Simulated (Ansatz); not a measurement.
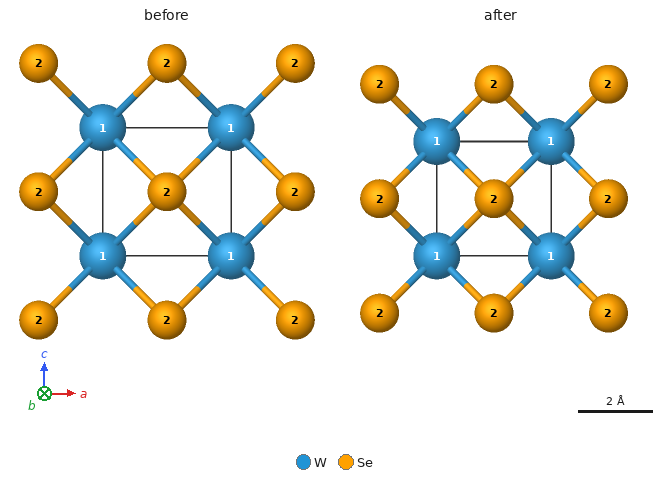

The structure of solid WSe (built on the caesium chloride_221 type) (coarse preliminary run) before (left) and after (right) a relaxation, at one scale.

The picture is a ball-and-stick view of the cell of the calculation, seen along the b axis.

Case: caesium chloride type (Pm-3m, No. 221).

Method: DFT r2SCAN, scalar-relativistic, plane waves, PAW in Ansatz 0.2.0.

The input:
```yaml
crystal:
  lattice:
    - [3.5107168453, 0.0, 0.0]
    - [0.0, 3.5107168453, 0.0]
    - [0.0, 0.0, 3.5107168453]
  atoms:
    - { symbol: W, position: [0.0, 0.0, 0.0], spin: 1.84 }
    - { symbol: Se, position: [0.5, 0.5, 0.5], spin: -0.19 }
basis:
  ecutwfc: 500
kpoints:
  mp_grid: { grid: [6, 6, 6] }
hamiltonian:
  xc: r2scan
scf:
  occupations: { method: gaussian, width: 0.1 }
  lower_state_search: "off"
output:
  forces: true
  stress: true
  eigenvalues: true
  populations: true
magnetization:
  spin_polarized: true
relax:
  adjacent_minimum: "off"
  f_tol: 0.04
  max_steps: 70
  cell: { stress_tol: 0.4 }
```

Command:
```bash
ansatz run input.yaml --threads 1 --pin off --max-ram 2560MiB --backend cpu --events-out ev --progress --plain --runs-dir out
```

### Summarise the run.

Over 4 accepted moves (6 points after the start) the energy falls by 775 meV per atom. All forces vanish by symmetry, so only the cell relaxes. The pressure goes from −25.57 to 0.02 GPa. The line search rejected the trial step at point 3 of the run. At 1 point the geometry stayed and the basis and grid were re-selected for the new cell (energy shift of 1.5 meV per atom at most each time). The atoms keep their places relative to the cell (all moves are under 0.005 Å). The volume changes by −29.1 %, with a = b = c 3.511 → 3.131 Å (−10.8 %). Among the contacts that change: W1–W1 3.511 → 3.131 Å, Se2–Se2 3.511 → 3.131 Å, W1–Se2 3.040 → 2.711 Å. The space group stays Pm-3m (No. 221). The program noted that the starting moments weren't kept. The run took 29 s on 1 thread of Intel(R) Xeon(R) 6975P-C (Granite Rapids) (shared host), peak memory 0.46 GiB.
